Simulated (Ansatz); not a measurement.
**Geometry relaxation of Ta3N4 (part 2 of 2)**

The same run, continued: Ta3N4 (P-43m, 7 atoms in the cell); DFT PBE, scalar-relativistic, plane waves, PAW, no spin polarisation (Ansatz 0.2.0); cutoff 420 eV, 4×4×4 k-mesh, Gaussian smearing of 0.1 eV. The structure was made by a generator, so it may or may not be a known phase.

Geometry of the input (Å; fractional positions):
```
4.6114  0.0000  0.0000
0.0000  4.6114  0.0000
0.0000  0.0000  4.6114
Ta 0.0000  0.0000  0.5000
Ta 0.5000  0.0000  0.0000
Ta 0.0000  0.5000  0.0000
N  0.7238  0.2762  0.2762
N  0.2762  0.7238  0.2762
N  0.2762  0.2762  0.7238
N  0.7238  0.7238  0.7238
```

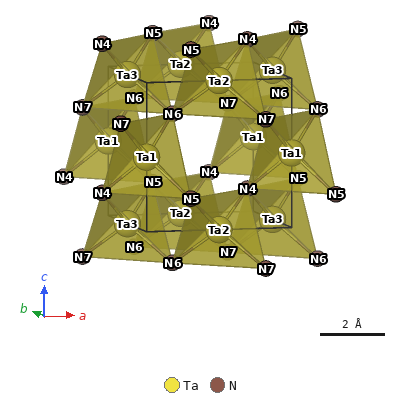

Figure 1. The geometry at step 3 of the log (polyhedral view of the cell of the calculation, seen slightly off an axis; polyhedra are completed across the faces of the cell; atoms are numbered from 1 in the order of the input).

The program's output, continued:
```
SCF iter   1: F=—  HF=-31337.042998 eV  |F-HF|=—  |Δ(HF+E_count)|=         —  Δρ=3.54e-4  dr2=1.36e-4  ethr=2.55e-7  ⟨swp⟩=2.0  Hψ=1838  notcnv=0
preconditioner: auto → LDOS  [metal: Δε(μ)=0.087 eV  Ē_g=8.626 eV  σ=0.100 eV  W_gap=0.45  n_scr=26 (ndim 8)  ℏωp=21.7 eV  f_vac=0.019  D(μ)=8.54/eV (n_scr^D=92)  β→1.0]
SCF iter   2: F=—  HF=-31337.042994 eV  |F-HF|=—  |Δ(HF+E_count)|=   3.73e-6  Δρ=1.70e-4  dr2=1.46e-5  ethr=2.30e-7  ⟨swp⟩=2.0  Hψ=546  notcnv=0
SCF iter   3: F=—  HF=-31337.042994 eV  |F-HF|=—  |Δ(HF+E_count)|=   5.14e-7  Δρ=3.59e-5  dr2=1.66e-6  ethr=2.48e-8  ⟨swp⟩=2.0  Hψ=546  notcnv=0
SCF iter   4: F=-31337.042994 eV  HF=-31337.042994 eV  |F-HF|=4.22e-9  |Δ(HF+E_count)|=   3.45e-8  Δρ=1.14e-5  dr2=1.49e-7  ethr=8.27e-10  ⟨swp⟩=5.1  Hψ=1389  notcnv=0
SCF 5 converged in 4 iterations: F = -31337.042994 eV  dr2 = 1.49e-7
relax step   5: F+E_penalty+E_count = -31337.04299396 eV  Δ(F+E_penalty+E_count) = +2.373e-4 eV  max|allowed force component| = 4.417e-4 eV/Å  Δτ_max = 0.0005 Å  P = -0.007 GPa  Ω = 102.857 Å³  energy of the carried Pulay correction = -1.125e-2 eV  (4 SCF iters, dr2 threshold 4.88e-7 eV, accepted)
Initial wavefunctions: pseudopotential atomic-orbital guess (no wavefunctions were taken with the density)
iter 1 solved again at ethr=7.70e-8 eV; its pass at ethr=3.10e-3 eV (dr2=4.54e-5 eV) is discarded
SCF iter   1: F=—  HF=-31337.055806 eV  |F-HF|=—  |Δ(HF+E_count)|=         —  Δρ=3.66e-4  dr2=1.25e-5  ethr=7.70e-8  ⟨swp⟩=3.7  Hψ=2519  notcnv=0
preconditioner: auto → LDOS  [metal: Δε(μ)=0.088 eV  Ē_g=8.628 eV  σ=0.100 eV  W_gap=0.46  n_scr=26 (ndim 8)  ℏωp=21.7 eV  f_vac=0.019  D(μ)=8.54/eV (n_scr^D=92)  β→1.0]
SCF iter   2: F=—  HF=-31337.056595 eV  |F-HF|=—  |Δ(HF+E_count)|=   7.88e-4  Δρ=7.53e-5  dr2=4.33e-6  ethr=2.12e-8  ⟨swp⟩=2.0  Hψ=546  notcnv=0
SCF iter   3: F=—  HF=-31337.056587 eV  |F-HF|=—  |Δ(HF+E_count)|=   7.46e-6  Δρ=1.31e-5  dr2=6.35e-8  ethr=7.34e-9  ⟨swp⟩=2.0  Hψ=530  notcnv=0
SCF iter   4: F=—  HF=-31337.056587 eV  |F-HF|=—  |Δ(HF+E_count)|=   2.92e-7  Δρ=3.72e-6  dr2=1.57e-8  ethr=1.08e-10  ⟨swp⟩=2.0  Hψ=546  notcnv=0
SCF iter   5: F=-31337.056587 eV  HF=-31337.056587 eV  |F-HF|=2.07e-10  |Δ(HF+E_count)|=   1.30e-9  Δρ=1.77e-6  dr2=3.12e-9  ethr=7.59e-12  ⟨swp⟩=5.3  Hψ=1323  notcnv=0
SCF 6 converged in 5 iterations: F = -31337.056587 eV  dr2 = 3.12e-9
  greatest PAW one-centre occupation: 1.000 electrons in one spin orbital (limit 2), on the Ta atom at site 2 (counted from 0), in its partial waves of l = 0
relax step   6: F+E_penalty+E_count = -31337.05658741 eV  Δ(F+E_penalty+E_count) = -1.359e-2 eV  max|allowed force component| = 4.582e-4 eV/Å  Δτ_max = 0.0000 Å  P = +0.205 GPa  Ω = 102.857 Å³  stress off target by 2.05e-1 GPa  SCF on the basis re-selected at this cell (its energy is not comparable with the rows above)  (5 SCF iters)
basis re-selected at this cell: Δ(F+E_penalty+E_count) = -1.359e-2 eV, ΔP = +0.212 GPa vs the last step (what re-selecting the basis moved, of the pressure what is left beyond the Pulay correction that the steps carried, after the strain that the cell walked since its last selection, with what the two solves' SCF thresholds leave and, on support functions, any second-order correction that the steps lacked; it is no measure of the basis error at this ecutwfc). This SCF's stress stands 2.05e-1 GPa from its target on what of the cell is left free (relax.cell.stress_tol is 4.00e-1 GPa) and its largest allowed force component is 4.58e-4 eV/Å (relax.f_tol is 4.00e-2 eV/Å): within both
SCF converged after 5 iterations
Free energy (F): -31337.056587 eV
Harris-Foulkes:  -31337.056587 eV  (|F-HF|=2.07e-10)
Internal energy: -31337.013885 eV  (E = F + TS)
E sigma→0 (E₀):  -31337.035236 eV
Entropy (-TS):   -0.042702 eV (-6.100 meV/atom)
Fermi energy:    12.444909 eV
--- Per-component energies (eV) ---
  E_band       = -562.822355
  E_kinetic    = 1611.681485
  E_local      = -3571.540015  (includes V_loc(G=0)·N_el)
  E_nonlocal   = 227.901237
  E_hartree    = 1248.342428
  E_xc         = -891.407044
  E_vxc        = -911.560944  (∫ρ·V_xc dr)
  E_paw        = -25699.295418  (= ΣΔE_a)
  E_vpaw       = -415.991435  (= ΣTr[D̂ρ^β])
  E_aug_tail   = 0.000858  (compensation charges beyond the density's cutoff)
  E_ewald      = -4262.697416
  E_smearing   = -0.042702  (= −TS)
  E_closure    = 0.000000  (closes the sum)
  Σ components = -31337.056587   (vs F -31337.056587, Δ=0.00e0)
--- Forces (eV/Å), atoms counted from 1 ---
  atom   1  Ta    -0.00000000    -0.00000000    -0.00000000
  atom   2  Ta     0.00000000    -0.00000000     0.00000000
  atom   3  Ta     0.00000000     0.00000000     0.00000000
  atom   4  N      0.00045824    -0.00045824    -0.00045824
  atom   5  N     -0.00045824     0.00045824    -0.00045824
  atom   6  N     -0.00045824    -0.00045824     0.00045824
  atom   7  N      0.00045824     0.00045824     0.00045824
  max |Σ_I F_I| component: 1.57e-17 eV/Å
--- Stress (GPa, compression-positive) ---
        0.205204       0.000000      -0.000000
        0.000000       0.205204       0.000000
       -0.000000       0.000000       0.205204
  P = ⅓ Tr σ = 0.2052 GPa (2.052 kbar)
--- Band table (eV; the first three rows and the last of 10) ---
  k-point 0: bands = ["-56.5345", "-56.5092", "-56.5092", "-23.3673", "-23.3673", "-23.3673", "-23.0690", "-23.0690", "-23.0690", "-23.0001", "-23.0001", "-23.0001", "-3.8681", "-2.2821", "-2.2821", "-2.2821", "5.3623", "5.6286", "5.6286", "6.7092", "6.7092", "6.7092", "8.6392", "8.6392", "8.6392", "9.7598", "9.7598", "9.7598", "11.7746", "11.7746", "11.7746", "13.2598", "13.9747", "13.9747", "14.2690", "14.2690", "15.2046"]
  k-point 1: bands = ["-56.5313", "-56.5124", "-56.5092", "-23.3440", "-23.3440", "-23.3205", "-23.0796", "-23.0796", "-23.0705", "-23.0536", "-23.0140", "-23.0140", "-3.6244", "-2.4708", "-2.2756", "-2.2756", "5.5426", "5.7710", "6.0474", "6.3657", "6.8559", "6.8559", "8.2057", "8.3052", "8.3052", "8.9908", "9.6409", "9.6409", "11.6038", "12.0346", "12.0346", "13.5732", "13.5971", "14.1041", "14.2311", "14.9332", "15.4008"]
  k-point 2: bands = ["-56.5261", "-56.5176", "-56.5092", "-23.3159", "-23.3159", "-23.2348", "-23.1462", "-23.0984", "-23.0984", "-23.0720", "-23.0245", "-23.0245", "-3.1854", "-2.8558", "-2.2691", "-2.2691", "5.5472", "5.9915", "6.4131", "7.0967", "7.1215", "7.1215", "7.1221", "7.8382", "7.8382", "7.9670", "9.5915", "9.5915", "11.9152", "12.2471", "12.2471", "12.9486", "13.1543", "14.1339", "14.9072", "15.4399", "16.2404"]
  k-point 9: bands = ["-56.5176", "-56.5176", "-56.5176", "-23.5289", "-23.2503", "-23.2503", "-23.2503", "-23.0804", "-23.0804", "-22.9629", "-22.9629", "-22.9629", "-2.7793", "-2.7793", "-2.7793", "-2.3604", "6.6464", "6.6464", "6.6464", "6.7104", "6.7104", "6.7104", "7.1220", "7.7386", "7.7386", "8.5487", "8.5487", "8.5487", "13.8003", "13.8003", "13.8003", "14.1901", "14.1901", "14.1901", "14.5393", "15.2472", "15.2472"]
--- Relaxed structure (5 steps of the walk, 5 accepted, 1 SCFs on fresh bases) ---
  F+E_penalty+E_count = -31337.05658741 eV   max|allowed force component| = 4.582e-4 eV/Å   (the final SCF, on the basis selected at the relaxed cell)
  cell:  # Å, volume = 102.8575 Å³
    - [4.685385320525862, -3.5308715647099335e-34, 5.143837893134242e-33]
    - [-2.2469182684517757e-34, 4.685385320525862, 1.7333369499485123e-33]
    - [4.8148248609680896e-33, 5.777789833161705e-34, 4.685385320525862]
  atoms:
    - { symbol: Ta, position: [2.0824171478870644e-19, -1.775092681706956e-18, 0.5] }
    - { symbol: Ta, position: [0.5, -1.775092681706955e-18, 1.0580022606200319e-19] }
    - { symbol: Ta, position: [2.082417147887058e-19, 0.5, 1.0580022606200462e-19] }
    - { symbol: N, position: [0.7571394050101631, 0.24286059498983711, 0.24286059498983711] }
    - { symbol: N, position: [0.24286059498983711, 0.7571394050101631, 0.24286059498983711] }
    - { symbol: N, position: [0.24286059498983711, 0.24286059498983711, 0.7571394050101631] }
    - { symbol: N, position: [0.7571394050101631, 0.7571394050101631, 0.7571394050101631] }
```

Trajectory as extended XYZ (Å, eV, eV/Å), 6 frames, from step=1 to step=6:
```
7
Lattice="4.6114 0.0000 0.0000 0.0000 4.6114 0.0000 0.0000 0.0000 4.6114" Properties=species:S:1:pos:R:3:forces:R:3 step=1 energy=-31335.89638 pressure_GPa=-10.97
Ta    0.0000    0.0000    2.3057    0.0000   0.0000   0.0000
Ta    2.3057    0.0000    0.0000    0.0000   0.0000   0.0000
Ta    0.0000    2.3057    0.0000    0.0000   0.0000   0.0000
N     3.3377    1.2738    1.2738    1.4389  -1.4389  -1.4389
N     1.2738    3.3377    1.2738   -1.4389   1.4389  -1.4389
N     1.2738    1.2738    3.3377   -1.4389  -1.4389   1.4389
N     3.3377    3.3377    3.3377    1.4389   1.4389   1.4389
7
Lattice="4.6565 0.0000 0.0000 0.0000 4.6565 0.0000 0.0000 0.0000 4.6565" Properties=species:S:1:pos:R:3:forces:R:3 step=2 energy=-31336.96768 pressure_GPa=-1.60
Ta    0.0000    0.0000    2.3282    0.0000   0.0000   0.0000
Ta    2.3282    0.0000    0.0000    0.0000   0.0000   0.0000
Ta    0.0000    2.3282    0.0000    0.0000   0.0000   0.0000
N     3.4838    1.1727    1.1727    0.3526  -0.3526  -0.3526
N     1.1727    3.4838    1.1727   -0.3526   0.3526  -0.3526
N     1.1727    1.1727    3.4838   -0.3526  -0.3526   0.3526
N     3.4838    3.4838    3.4838    0.3526   0.3526   0.3526
7
Lattice="4.6977 0.0000 0.0000 0.0000 4.6977 0.0000 0.0000 0.0000 4.6977" Properties=species:S:1:pos:R:3:forces:R:3 step=3 energy=-31337.03835 pressure_GPa=-1.03
Ta    0.0000    0.0000    2.3489    0.0000   0.0000   0.0000
Ta    2.3489    0.0000    0.0000    0.0000   0.0000   0.0000
Ta    0.0000    2.3489    0.0000    0.0000   0.0000   0.0000
N     3.5621    1.1357    1.1357   -0.0043   0.0043   0.0043
N     1.1357    3.5621    1.1357    0.0043  -0.0043   0.0043
N     1.1357    1.1357    3.5621    0.0043   0.0043  -0.0043
N     3.5621    3.5621    3.5621   -0.0043  -0.0043  -0.0043
7
Lattice="4.6819 0.0000 0.0000 0.0000 4.6819 0.0000 0.0000 0.0000 4.6819" Properties=species:S:1:pos:R:3:forces:R:3 step=4 energy=-31337.04323 pressure_GPa=0.44
Ta    0.0000    0.0000    2.3409    0.0000   0.0000   0.0000
Ta    2.3409    0.0000    0.0000    0.0000   0.0000   0.0000
Ta    0.0000    2.3409    0.0000    0.0000   0.0000   0.0000
N     3.5445    1.1374    1.1374   -0.0116   0.0116   0.0116
N     1.1374    3.5445    1.1374    0.0116  -0.0116   0.0116
N     1.1374    1.1374    3.5445    0.0116   0.0116  -0.0116
N     3.5445    3.5445    3.5445   -0.0116  -0.0116  -0.0116
7
Lattice="4.6854 0.0000 0.0000 0.0000 4.6854 0.0000 0.0000 0.0000 4.6854" Properties=species:S:1:pos:R:3:forces:R:3 step=5 energy=-31337.04299 pressure_GPa=-0.01
Ta    0.0000    0.0000    2.3427    0.0000   0.0000   0.0000
Ta    2.3427    0.0000    0.0000    0.0000   0.0000   0.0000
Ta    0.0000    2.3427    0.0000    0.0000   0.0000   0.0000
N     3.5475    1.1379    1.1379    0.0004  -0.0004  -0.0004
N     1.1379    3.5475    1.1379   -0.0004   0.0004  -0.0004
N     1.1379    1.1379    3.5475   -0.0004  -0.0004   0.0004
N     3.5475    3.5475    3.5475    0.0004   0.0004   0.0004
7
Lattice="4.6854 0.0000 0.0000 0.0000 4.6854 0.0000 0.0000 0.0000 4.6854" Properties=species:S:1:pos:R:3:forces:R:3 step=6 energy=-31337.05659 pressure_GPa=0.21
Ta    0.0000    0.0000    2.3427    0.0000   0.0000   0.0000
Ta    2.3427    0.0000    0.0000    0.0000   0.0000   0.0000
Ta    0.0000    2.3427    0.0000    0.0000   0.0000   0.0000
N     3.5475    1.1379    1.1379    0.0005  -0.0005  -0.0005
N     1.1379    3.5475    1.1379   -0.0005   0.0005  -0.0005
N     1.1379    1.1379    3.5475   -0.0005  -0.0005   0.0005
N     3.5475    3.5475    3.5475    0.0005   0.0005   0.0005
```

Key numbers:

```tsv
quantity	value
outcome	converged
space group (tolerance 0.01 Å)	P-43m (215)
electrons treated	59
free energy	−31337.0566 eV
Fermi energy	12.445 eV
gap on the k-point mesh	none (metallic)
pressure	0.21 GPa
final volume	102.86 Å³
largest force (length of the vector) at the end	0.001 eV/Å
final cell	a = 4.685 Å, b = 4.685 Å, c = 4.685 Å, α = 90.00°, β = 90.00°, γ = 90.00°
hardware	1 thread of Intel Xeon (Granite Rapids), 64 GiB of memory available, shared host
wall time	9.7 s
peak memory	0.4 GiB
```

Remarks:

Spin–orbit coupling is left out, which matters for Ta. The cell holds an odd number of electrons but the run has no spin polarisation, so it comes out as a metal.
